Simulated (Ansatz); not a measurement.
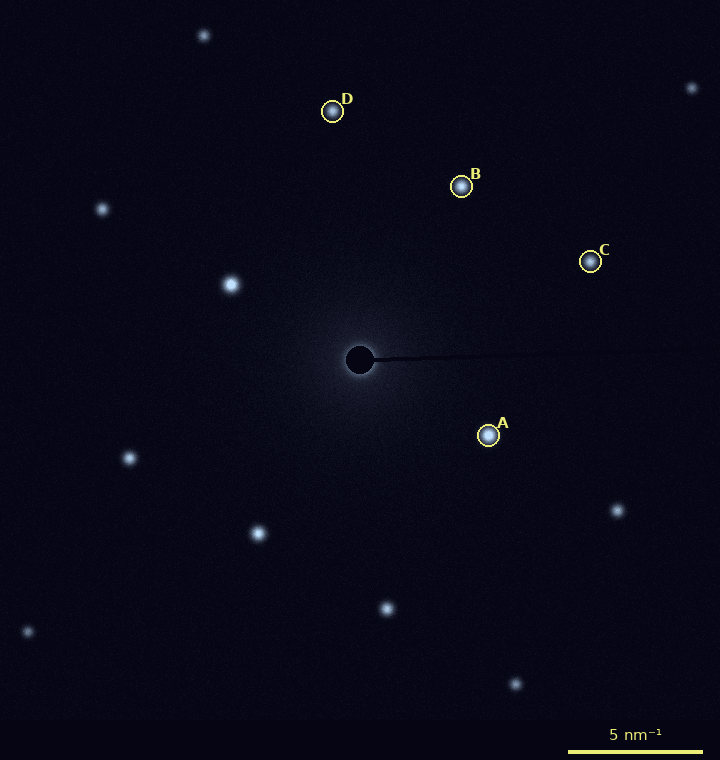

Kinematic zone-axis pattern, calculated for 300 keV electrons with B = 0.3 Å². The zone axis points towards the electron source and the pattern is seen from the source side.

The sample is Ir, space group Cmcm (No. 63), a = 2.652 Å, b = 6.449 Å, c = 3.574 Å. Structure: the input geometry of an electronic-structure calculation (not necessarily at equilibrium); the starting structure was generated, so it need not be a known form of this composition.

```csv
atom,site,symmetry,x,y,z
Ir,4c,m2m,0.0000,0.3525,0.7500
```

Spot A is indexed 0 0 -2 and spot B -2 0 0.

Index the other marked spots.

C = A + B = -2 0 -2 (d = 1.065 Å). D = −A + B = -2 0 2 (d = 1.065 Å).

Find the zone axis.

The cross product of A and B is parallel to [010]; every spot obeys hu + kv + lw = 0.

What are the spacings of A and B and the angle between them?

d(A) = 1.787 Å, d(B) = 1.326 Å, and the angle is 90.0°.
